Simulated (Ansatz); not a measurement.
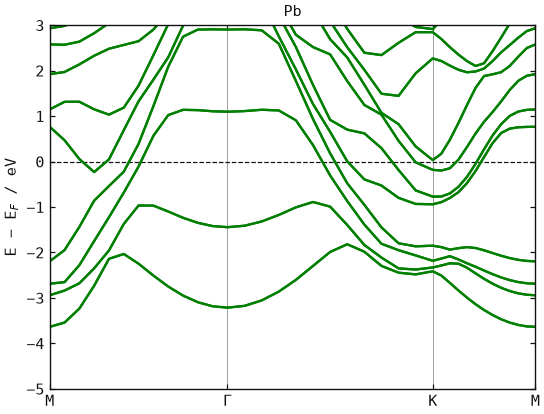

Band structure. Energies are counted from the Fermi level.

Calculation on a (111) slab cut from Pb (Fm-3m), 4 atoms in the cell.

Level of theory: DFT PBE, spin-orbit coupling, plane waves, PAW, 12×12×1 k mesh, 420 eV cutoff, Gaussian smearing of 0.1 eV; code Ansatz 0.2.0.

Q: Does this material conduct, going by its bands?

A: A metal: 10 spinor bands cross the Fermi level along this path (the two partners of a degenerate pair count as two).

Q: On which lines of the path do bands cross the Fermi level?

A: Bands cross the Fermi level on every line of the path.
